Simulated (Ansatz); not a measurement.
# Ga3O2: a trial structure relaxed, part 2 of 2

Where does this trial cell of Ga3O2 go when cell and atoms are let free?

Ansatz 0.2.0; DFT PBE, scalar-relativistic, plane waves, PAW. The steps go on from the part before.

## 5. Spin check on a coarse mesh

input.yaml reads:

```yaml
crystal:
  lattice:
    - [0.0, 3.1856243677, 4.2549262318]
    - [2.9855118483, 0.0, 4.2549262318]
    - [2.9855118483, 3.1856243677, 0.0]
  atoms:
    - { symbol: Ga, position: [0.1392810198, 0.1392810198, 0.8607189802] }
    - { symbol: Ga, position: [0.8315361962, 0.8315361962, 0.6684638038] }
    - { symbol: Ga, position: [0.3315361962, 0.3315361962, 0.1684638038] }
    - { symbol: O, position: [0.7587977406, 0.1894318272, 0.8105681728], spin: 1.0 }
    - { symbol: O, position: [0.1894318272, 0.7587977406, 0.2412022594], spin: 1.0 }
basis:
  ecutwfc: 420
kpoints:
  mp_grid: { grid: [4, 4, 4] }
hamiltonian:
  xc: pbe
scf:
  occupations: { method: gaussian, width: 0.1 }
  lower_state_search: "off"
output:
  forces: true
  stress: true
  eigenvalues: true
  populations: true
magnetization:
  spin_polarized: true
```

Run with:

```bash
$ ansatz run input.yaml --threads 1 --pin off --max-ram 2560MiB --backend cpu --events-out ev --progress --plain --runs-dir out
```

What it wrote, cut to the lines that bear on the results:

```text
[...]
SCF converged after 18 iterations
Magnetization: -0.0000 μB (25.5000 up, 25.5000 down)
Absolute magnetization: 0.0000 μB (∫|ρ↑−ρ↓|, with the PAW one-centre terms)
Spin contamination: 0.0000 ħ² per cell (⟨S²⟩ above its minimum at these occupations)
[...]
        0.000000      -0.010867       0.000000
        0.000000       0.000000       0.356745
  P = ⅓ Tr σ = 0.0940 GPa (0.940 kbar)
--- Band table (eV; the first three rows and the last of 36) ---
[...]
--- Löwdin populations: 5 sites ---
  site symbol       q [e]    m [muB]
     0     Ga     12.6446    -0.0000
     1     Ga     12.4813    -0.0000
     2     Ga     12.4813    -0.0000
     3      O      6.6234     0.0000
     4      O      6.6234     0.0000
  spilling = 0.002862 (of n_electrons = 51.000000)
```

Wall time 26 s (1 thread of Intel Xeon Platinum 8259CL at 2.50GHz (Skylake/Cascade Lake), shared host); peak memory 0.4 GiB.

By site:

| atom | Löwdin electrons |
| --- | --- |
| Ga1 | 12.64 |
| Ga2 | 12.48 |
| Ga3 | 12.48 |
| O4 | 6.62 |
| O5 | 6.62 |

The same cell is solved with trial moments on O. The largest site moment that stays is 0.00 μB and the cell's total 0.00 μB. The workflow keeps spin only above 0.25 μB on a site, so the next run goes without spin.

## 6. Full relaxation

The end of the coarse run is made exact in the group found at a tolerance of 0.06 Å and reduced to its primitive cell.

input.yaml reads:

```yaml
crystal:
  lattice:
    - [0.0, 3.1856243677, 4.2549262318]
    - [2.9855118483, 0.0, 4.2549262318]
    - [2.9855118483, 3.1856243677, 0.0]
  atoms:
    - { symbol: Ga, position: [0.1392810198, 0.1392810198, 0.8607189802] }
    - { symbol: Ga, position: [0.8315361962, 0.8315361962, 0.6684638038] }
    - { symbol: Ga, position: [0.3315361962, 0.3315361962, 0.1684638038] }
    - { symbol: O, position: [0.7587977406, 0.1894318272, 0.8105681728] }
    - { symbol: O, position: [0.1894318272, 0.7587977406, 0.2412022594] }
basis:
  ecutwfc: 420
kpoints:
  mp_grid: { grid: [10, 10, 10] }
hamiltonian:
  xc: pbe
scf:
  occupations: { method: gaussian, width: 0.1 }
output:
  forces: true
  stress: true
  eigenvalues: true
  write_density: true
  write_potential: true
  elf: true
  volumetric_format: npy
relax:
  adjacent_minimum: "off"
  f_tol: 0.01
  max_steps: 80
  cell: { stress_tol: 0.05 }
```

Run with:

```bash
$ ansatz run input.yaml --threads 1 --pin off --max-ram 2560MiB --backend cpu --events-out ev --progress --plain --runs-dir out
```

What it wrote:

```text
Warning: RAYON_NUM_THREADS=1 ignored (pool sized by the plan → 1); use --threads N
[... 9 set-up lines as earlier in the session ...]
Crystal: 5 atoms, lattice volume = 80.935 Å³
Basis set: ecut = 420 eV, 1577 PW (Γ), exchange–correlation on 72×72×60 points (8 copies of the dense FFT grid, shifted against one another)
Bands: 31, of which v1, the nominal top of the filled ones, is band 26 counted from 1 (25 counted from 0)
[... 1 set-up line as earlier in the session ...]
Space group: Fmm2 (ITA 42), of the structure as read, at distance tolerance 4.3e-5 Å
k-points: 171 of 1000 (time reversal used)
[... 8 set-up lines as earlier in the session ...]
SCF iter   1: F=—  HF=-12483.732014 eV  |F-HF|=—  |Δ(HF+E_count)|=         —  Δρ=3.42e-3  dr2=1.24e-2  ethr=1.77e-3  ⟨swp⟩=5.8  Hψ=20226  notcnv=0
preconditioner: auto → LDOS  [metal: Δε(μ)=0.010 eV  Ē_g=15.628 eV  σ=0.100 eV  W_gap=0.06  n_scr=18 (ndim 8)  ℏωp=29.5 eV  f_vac=0.087  D(μ)=0.99/eV (n_scr^D=2)  β→1.0]
SCF iter   2: F=—  HF=-12483.731824 eV  |F-HF|=—  |Δ(HF+E_count)|=   1.89e-4  Δρ=1.37e-3  dr2=2.19e-3  ethr=2.43e-5  ⟨swp⟩=3.0  Hψ=11282  notcnv=0  defer=93
SCF iter   3: F=—  HF=-12483.731281 eV  |F-HF|=—  |Δ(HF+E_count)|=   5.43e-4  Δρ=3.80e-4  dr2=1.39e-4  ethr=4.30e-6  ⟨swp⟩=2.0  Hψ=9159  notcnv=0  defer=93
SCF iter   4: F=—  HF=-12483.731256 eV  |F-HF|=—  |Δ(HF+E_count)|=   2.59e-5  Δρ=1.30e-4  dr2=1.06e-5  ethr=2.72e-7  ⟨swp⟩=2.0  Hψ=9152  notcnv=0  defer=93
SCF iter   5: F=—  HF=-12483.731247 eV  |F-HF|=—  |Δ(HF+E_count)|=   8.34e-6  Δρ=3.31e-5  dr2=6.82e-7  ethr=2.07e-8  ⟨swp⟩=2.0  Hψ=9151  notcnv=0  defer=93
SCF iter   6: F=-12483.731248 eV  HF=-12483.731248 eV  |F-HF|=8.52e-8  |Δ(HF+E_count)|=   8.91e-7  Δρ=8.31e-6  dr2=3.88e-8  ethr=1.96e-10  ⟨swp⟩=12.8  Hψ=40614  notcnv=0
SCF 1 converged in 6 iterations: F = -12483.731248 eV  dr2 = 3.88e-8
  Residual-converged pass: ⟨swp⟩=1.0  Hψ=5988  notcnv=0  max |occ|·‖R‖ = 7.1e-9 eV (tolerance 1.0e-8 eV)  dr2=3.88e-8  dr2_onsite=1.80e-9  max |Δocc| = 6.2e-11
relax step   1: F+E_penalty+E_count = -12483.73124819 eV  Δ(F+E_penalty+E_count) = +0.000e0 eV  max|allowed force component| = 3.154e-2 eV/Å  Δτ_max = 0.0000 Å  P = -0.019 GPa  Ω = 80.935 Å³  (6 SCF iters, dr2 threshold 1.00e-7 eV, accepted)
Crystal: 5 atoms, lattice volume = 80.792 Å³
Initial density: handed on by an earlier stage of this run
Initial wavefunctions: those handed on with the density
iter 1 solved again at ethr=1.16e-7 eV; its pass at ethr=3.10e-3 eV (dr2=5.93e-5 eV) is discarded
SCF iter   1: F=—  HF=-12483.731819 eV  |F-HF|=—  |Δ(HF+E_count)|=         —  Δρ=3.56e-4  dr2=6.08e-5  ethr=1.16e-7  ⟨swp⟩=2.4  Hψ=24834  notcnv=0
preconditioner: auto → LDOS  [metal: Δε(μ)=0.024 eV  Ē_g=15.631 eV  σ=0.100 eV  W_gap=0.13  n_scr=18 (ndim 8)  ℏωp=29.5 eV  f_vac=0.087  D(μ)=1.01/eV (n_scr^D=2)  β→1.0]
SCF iter   2: F=—  HF=-12483.731811 eV  |F-HF|=—  |Δ(HF+E_count)|=   8.68e-6  Δρ=1.46e-4  dr2=1.18e-5  ethr=1.16e-7  ⟨swp⟩=2.0  Hψ=9679  notcnv=0
SCF iter   3: F=—  HF=-12483.731808 eV  |F-HF|=—  |Δ(HF+E_count)|=   2.51e-6  Δρ=3.75e-5  dr2=8.22e-7  ethr=2.30e-8  ⟨swp⟩=2.0  Hψ=9672  notcnv=0
SCF iter   4: F=-12483.731808 eV  HF=-12483.731808 eV  |F-HF|=9.27e-9  |Δ(HF+E_count)|=   1.50e-7  Δρ=5.40e-6  dr2=2.64e-8  ethr=3.27e-10  ⟨swp⟩=9.3  Hψ=37556  notcnv=0
SCF 2 converged in 4 iterations: F = -12483.731808 eV  dr2 = 2.64e-8
  Residual-converged pass: ⟨swp⟩=1.0  Hψ=5985  notcnv=0  max |occ|·‖R‖ = 7.0e-9 eV (tolerance 1.0e-8 eV)  dr2=2.64e-8  dr2_onsite=2.50e-9  max |Δocc| = 5.4e-11
relax step   2: F+E_penalty+E_count = -12483.73180801 eV  Δ(F+E_penalty+E_count) = -5.598e-4 eV  max|allowed force component| = 2.492e-2 eV/Å  Δτ_max = 0.0021 Å  P = +0.042 GPa  Ω = 80.792 Å³  energy of the carried Pulay correction = +3.179e-4 eV  (4 SCF iters, dr2 threshold 1.67e-7 eV, accepted)
Crystal: 5 atoms, lattice volume = 80.804 Å³
iter 1 solved again at ethr=1.09e-8 eV; its pass at ethr=3.10e-3 eV (dr2=5.54e-6 eV) is discarded
SCF iter   1: F=—  HF=-12483.731845 eV  |F-HF|=—  |Δ(HF+E_count)|=         —  Δρ=1.28e-4  dr2=5.76e-6  ethr=1.09e-8  ⟨swp⟩=2.1  Hψ=24766  notcnv=0
preconditioner: auto → LDOS  [metal: Δε(μ)=0.022 eV  Ē_g=15.628 eV  σ=0.100 eV  W_gap=0.12  n_scr=18 (ndim 8)  ℏωp=29.5 eV  f_vac=0.087  D(μ)=1.01/eV (n_scr^D=2)  β→1.0]
SCF iter   2: F=—  HF=-12483.731844 eV  |F-HF|=—  |Δ(HF+E_count)|=   1.22e-6  Δρ=6.78e-5  dr2=3.15e-6  ethr=1.09e-8  ⟨swp⟩=2.0  Hψ=9678  notcnv=0
SCF iter   3: F=—  HF=-12483.731843 eV  |F-HF|=—  |Δ(HF+E_count)|=   1.16e-6  Δρ=1.21e-5  dr2=7.32e-8  ethr=6.18e-9  ⟨swp⟩=2.0  Hψ=9618  notcnv=0
SCF iter   4: F=-12483.731843 eV  HF=-12483.731843 eV  |F-HF|=1.60e-8  |Δ(HF+E_count)|=   9.80e-9  Δρ=3.69e-6  dr2=6.64e-9  ethr=8.50e-11  ⟨swp⟩=8.7  Hψ=37392  notcnv=0
SCF 3 converged in 4 iterations: F = -12483.731843 eV  dr2 = 6.64e-9
relax step   3: F+E_penalty+E_count = -12483.73184302 eV  Δ(F+E_penalty+E_count) = -3.501e-5 eV  max|allowed force component| = 1.402e-2 eV/Å  Δτ_max = 0.0009 Å  P = +0.009 GPa  Ω = 80.804 Å³  energy of the carried Pulay correction = +2.897e-4 eV  (4 SCF iters, dr2 threshold 4.33e-8 eV, accepted)
Crystal: 5 atoms, lattice volume = 80.802 Å³
iter 1 solved again at ethr=1.95e-8 eV; its pass at ethr=3.10e-3 eV (dr2=9.96e-6 eV) is discarded
SCF iter   1: F=—  HF=-12483.731870 eV  |F-HF|=—  |Δ(HF+E_count)|=         —  Δρ=1.93e-4  dr2=1.01e-5  ethr=1.95e-8  ⟨swp⟩=2.0  Hψ=21376  notcnv=0
preconditioner: auto → LDOS  [metal: Δε(μ)=0.020 eV  Ē_g=15.628 eV  σ=0.100 eV  W_gap=0.11  n_scr=18 (ndim 8)  ℏωp=29.5 eV  f_vac=0.087  D(μ)=1.01/eV (n_scr^D=2)  β→1.0]
SCF iter   2: F=—  HF=-12483.731869 eV  |F-HF|=—  |Δ(HF+E_count)|=   1.56e-6  Δρ=7.58e-5  dr2=4.10e-6  ethr=1.95e-8  ⟨swp⟩=2.0  Hψ=9675  notcnv=0
SCF iter   3: F=—  HF=-12483.731867 eV  |F-HF|=—  |Δ(HF+E_count)|=   1.66e-6  Δρ=1.70e-5  dr2=1.53e-7  ethr=8.04e-9  ⟨swp⟩=2.0  Hψ=9343  notcnv=0
SCF iter   4: F=—  HF=-12483.731867 eV  |F-HF|=—  |Δ(HF+E_count)|=   5.30e-8  Δρ=5.32e-6  dr2=1.23e-8  ethr=2.41e-11  ⟨swp⟩=6.0  Hψ=36204  notcnv=0
SCF iter   5: F=-12483.731867 eV  HF=-12483.731867 eV  |F-HF|=4.51e-10  |Δ(HF+E_count)|=   7.85e-9  Δρ=1.54e-6  dr2=1.22e-9  ethr=2.40e-11  ⟨swp⟩=7.0  Hψ=31787  notcnv=0
SCF 4 converged in 5 iterations: F = -12483.731867 eV  dr2 = 1.22e-9
relax step   4: F+E_penalty+E_count = -12483.73186692 eV  Δ(F+E_penalty+E_count) = -2.390e-5 eV  max|allowed force component| = 2.306e-3 eV/Å  Δτ_max = 0.0016 Å  P = +0.007 GPa  Ω = 80.802 Å³  energy of the carried Pulay correction = +2.953e-4 eV  (5 SCF iters, dr2 threshold 1.23e-8 eV, accepted)
Initial wavefunctions: pseudopotential atomic-orbital guess (no wavefunctions were taken with the density)
iter 1 solved again at ethr=7.98e-8 eV; its pass at ethr=3.10e-3 eV (dr2=4.07e-5 eV) is discarded
SCF iter   1: F=—  HF=-12483.731422 eV  |F-HF|=—  |Δ(HF+E_count)|=         —  Δρ=8.69e-5  dr2=1.51e-7  ethr=7.98e-8  ⟨swp⟩=3.1  Hψ=35115  notcnv=0
SCF iter   2: F=—  HF=-12483.731576 eV  |F-HF|=—  |Δ(HF+E_count)|=   1.54e-4  Δρ=3.61e-6  dr2=7.05e-9  ethr=2.96e-10  ⟨swp⟩=2.0  Hψ=9687  notcnv=0
SCF iter   3: F=—  HF=-12483.731576 eV  |F-HF|=—  |Δ(HF+E_count)|=   2.46e-9  Δρ=3.21e-6  dr2=5.13e-9  ethr=1.38e-11  ⟨swp⟩=2.0  Hψ=9682  notcnv=0
SCF iter   4: F=—  HF=-12483.731576 eV  |F-HF|=—  |Δ(HF+E_count)|=   3.18e-9  Δρ=4.66e-7  dr2=1.27e-10  ethr=1.01e-11  ⟨swp⟩=2.0  Hψ=9334  notcnv=0
SCF iter   5: F=-12483.731576 eV  HF=-12483.731576 eV  |F-HF|=7.28e-12  |Δ(HF+E_count)|=  5.28e-11  Δρ=1.50e-7  dr2=1.31e-11  ethr=1.00e-12  ⟨swp⟩=6.1  Hψ=26795  notcnv=0
SCF 5 converged in 5 iterations: F = -12483.731576 eV  dr2 = 1.31e-11
relax step   5: F+E_penalty+E_count = -12483.73157579 eV  Δ(F+E_penalty+E_count) = +2.911e-4 eV  max|allowed force component| = 2.208e-3 eV/Å  Δτ_max = 0.0000 Å  P = +0.001 GPa  Ω = 80.802 Å³  stress off target by 4.89e-3 GPa  SCF on the basis re-selected at this cell (its energy is not comparable with the rows above)  (5 SCF iters)
basis re-selected at this cell: Δ(F+E_penalty+E_count) = +2.911e-4 eV, ΔP = -0.005 GPa vs the last step (what re-selecting the basis moved, of the pressure what is left beyond the Pulay correction that the steps carried, after the strain that the cell walked since its last selection, with what the two solves' SCF thresholds leave and, on support functions, any second-order correction that the steps lacked; it is no measure of the basis error at this ecutwfc). This SCF's stress stands 4.89e-3 GPa from its target on what of the cell is left free (relax.cell.stress_tol is 5.00e-2 GPa) and its largest allowed force component is 2.21e-3 eV/Å (relax.f_tol is 1.00e-2 eV/Å): within both
SCF converged after 5 iterations
Free energy (F): -12483.731576 eV
Harris-Foulkes:  -12483.731576 eV  (|F-HF|=7.28e-12)
Internal energy: -12483.726515 eV  (E = F + TS)
E sigma→0 (E₀):  -12483.729045 eV
Entropy (-TS):   -0.005061 eV (-1.012 meV/atom)
Fermi energy:    7.486697 eV
--- Per-component energies (eV) ---
  E_band       = -216.999941
  E_kinetic    = 693.626061
  E_local      = -6901.224864  (includes V_loc(G=0)·N_el)
  E_nonlocal   = 1374.549512
  E_hartree    = 3143.158009
  E_xc         = -351.937289
  E_vxc        = -358.450038  (∫ρ·V_xc dr)
  E_paw        = -6286.475755  (= ΣΔE_a)
  E_vpaw       = -1311.821088  (= ΣTr[D̂ρ^β])
  E_aug_tail   = 0.004571  (compensation charges beyond the density's cutoff)
  E_ewald      = -4155.426760
  E_smearing   = -0.005061  (= −TS)
  E_closure    = -0.000000  (closes the sum)
  Σ components = -12483.731576   (vs F -12483.731576, Δ=0.00e0)
--- Forces (eV/Å), atoms counted from 1 ---
  atom   1  Ga     0.00000000     0.00000000     0.00220815
  atom   2  Ga     0.00000000    -0.00000000    -0.00156784
  atom   3  Ga     0.00000000     0.00000000    -0.00156784
  atom   4  O      0.00000000     0.00083995     0.00046315
  atom   5  O      0.00000000    -0.00083995     0.00046315
  max |Σ_I F_I| component: 1.23e-6 eV/Å
--- Stress (GPa, compression-positive) ---
       -0.001841       0.000000       0.000000
        0.000000       0.001285       0.000000
        0.000000       0.000000       0.004893
  P = ⅓ Tr σ = 0.0014 GPa (0.014 kbar)
--- Band table (eV; the first three rows and the last of 171) ---
  k-point 0: bands = ["-12.2536", "-11.5854", "-7.6006", "-7.5246", "-7.4858", "-7.4835", "-7.4374", "-7.4276", "-7.3524", "-7.3465", "-7.2829", "-7.2350", "-7.2200", "-7.2138", "-7.2120", "-7.1272", "-6.5297", "0.0803", "0.6906", "0.8916", "1.8155", "3.4614", "3.5884", "4.5821", "7.2150", "7.4141", "9.8540", "10.9788", "11.2579", "11.3841", "13.0995"]
  k-point 1: bands = ["-12.2367", "-11.5956", "-7.5996", "-7.5283", "-7.4872", "-7.4849", "-7.4338", "-7.4200", "-7.3600", "-7.3213", "-7.2873", "-7.2362", "-7.2222", "-7.2172", "-7.2078", "-7.1335", "-6.5522", "-0.0847", "0.8347", "0.9299", "1.8673", "3.4207", "3.5703", "4.5625", "6.6733", "7.9021", "9.9143", "10.9895", "11.1397", "11.7338", "13.2561"]
  k-point 2: bands = ["-12.1896", "-11.6251", "-7.5941", "-7.5343", "-7.4931", "-7.4879", "-7.4323", "-7.3937", "-7.3530", "-7.3013", "-7.2867", "-7.2404", "-7.2267", "-7.2240", "-7.1917", "-7.1501", "-6.6152", "-0.3151", "0.7916", "1.1920", "2.0458", "3.2982", "3.5567", "4.5133", "6.1743", "8.3455", "9.8773", "10.9241", "11.1681", "12.4053", "13.6221"]
  k-point 170: bands = ["-12.1711", "-11.5733", "-7.6163", "-7.5275", "-7.5073", "-7.4727", "-7.4351", "-7.3578", "-7.3471", "-7.2875", "-7.2707", "-7.2475", "-7.2247", "-7.2126", "-7.2030", "-7.1231", "-6.8153", "-1.9788", "0.7149", "2.7417", "2.7741", "3.5773", "4.6864", "5.2149", "6.7551", "7.1049", "8.2849", "8.8973", "11.0449", "13.6864", "14.5103"]
--- Relaxed structure (4 steps of the walk, 4 accepted, 1 SCFs on fresh bases) ---
  F+E_penalty+E_count = -12483.73157579 eV   max|allowed force component| = 2.208e-3 eV/Å   (the final SCF, on the basis selected at the relaxed cell)
  cell:  # Å, volume = 80.8020 Å³
    - [0.0, 3.179960619228813, 4.247673095776335]
    - [2.9910185029310106, 0.0, 4.247673095776335]
    - [2.9910185029310106, 3.179960619228813, 0.0]
  atoms:
    - { symbol: Ga, position: [0.139137981667189, 0.139137981667189, 0.8608620183328113] }
    - { symbol: Ga, position: [0.8313908713876379, 0.8313908713876377, 0.6686091286123622] }
    - { symbol: Ga, position: [0.3313908713876376, 0.3313908713876376, 0.1686091286123625] }
    - { symbol: O, position: [0.7585134323478874, 0.19014982320964868, 0.8098501767903515] }
    - { symbol: O, position: [0.1901498232096488, 0.7585134323478873, 0.24148656765211296] }
```

It took 5.4 min on 1 thread of Intel Xeon Platinum 8259CL at 2.50GHz (Skylake/Cascade Lake), shared host; peak memory 0.65 GiB.

Relaxation path:

| step | energy from step 1 (eV/cell) | largest force component (eV/Å) | pressure (GPa) | volume (Å³) |
| --- | --- | --- | --- | --- |
| 1 | 0.0000 | 0.0315 | -0.02 | 80.93 |
| 2 | -0.0006 | 0.0249 | 0.04 | 80.79 |
| 3 | -0.0006 | 0.0140 | 0.01 | 80.80 |
| 4 | -0.0006 | 0.0023 | 0.01 | 80.80 |
| 5 | -0.0003 | 0.0022 | 0.00 | 80.80 |

Step 1 is the start. Step 5 repeats the geometry before it on a plane-wave basis chosen anew for that cell, so its energy need not be comparable with the rows above.

Lengths and angles in the start's conventional setting:

|  | before | after | change |
| --- | --- | --- | --- |
| a (Å) | 5.971 | 5.982 | +0.2 % |
| b (Å) | 6.371 | 6.360 | -0.2 % |
| c (Å) | 8.510 | 8.495 | -0.2 % |
| volume (Å³/atom) | 16.19 | 16.16 | -0.2 % |
| shortest distance (Å) | 1.936 | 1.939 | +0.1 % |
| space group (0.01 Å) | Fmm2 | Fmm2 | same |

The run keeps the 4 symmetry operations of the start, so it could not have lowered the symmetry.

The maps below are laid out on this run's own conventional cell (a, b, c = 5.982, 6.360, 8.495 Å).

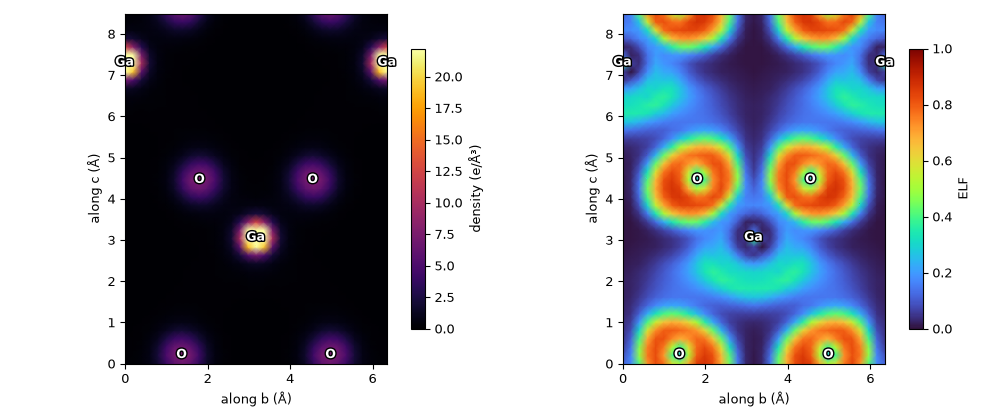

Density (left) and ELF (right) in a lattice plane of the grid's cell (edges 6.36 and 8.50 Å, at 0.000 of the third edge), which holds Ga and O. Only atoms in the plane are labelled; the density scale stops at 22.23 e/Å³. Both are smooth fields of the valence electrons: close to the nuclei they are not physical.

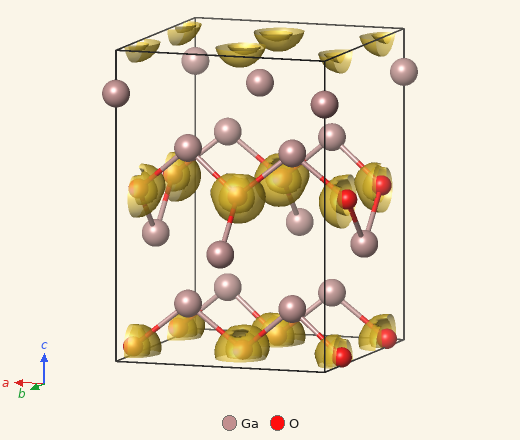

Surface of ELF = 0.78, drawn in one cell.

Maxima of ELF outside the ion cores: 0.87 beside O, off the lines to its neighbours, 0.7 Å from O; 0.84 in the shell around O, 0.6 Å from O; 0.64 between the atoms, 1.5 Å from Ga.

## 7. Outcome

The summary covers parts 1 to 2. Changes of volume or cell count from the first structure of part 1.

```
                                                              quantity                                                                      value
                                symmetry at the end (tolerance 0.05 Å)                                                  space group Fmm2 (No. 42)
                                                     conventional cell  a = 5.982 Å, b = 6.360 Å, c = 8.495 Å, α = 90.00°, β = 90.00°, γ = 90.00°
                                                                volume                                                              16.16 Å³/atom
energy over the elements (uncorrected; H, N, O, F and Cl as molecules)                                                              -0.95 eV/atom
                                                       gap on the mesh                                                               none (metal)
```

**Reading.** The space group Fmm2 (No. 42) is kept, and the volume per atom shrinks by 7.3 % from the first guess. It lies below the elements, which doesn't yet make it stable: competing phases were not computed in this session. No finished test with a distortion of lower symmetry is shown, so the end may be a saddle point. A spin-polarised run here lost its starting moments, which speaks against magnetism, though one start doesn't rule it out. Other magnetic orders were not searched.
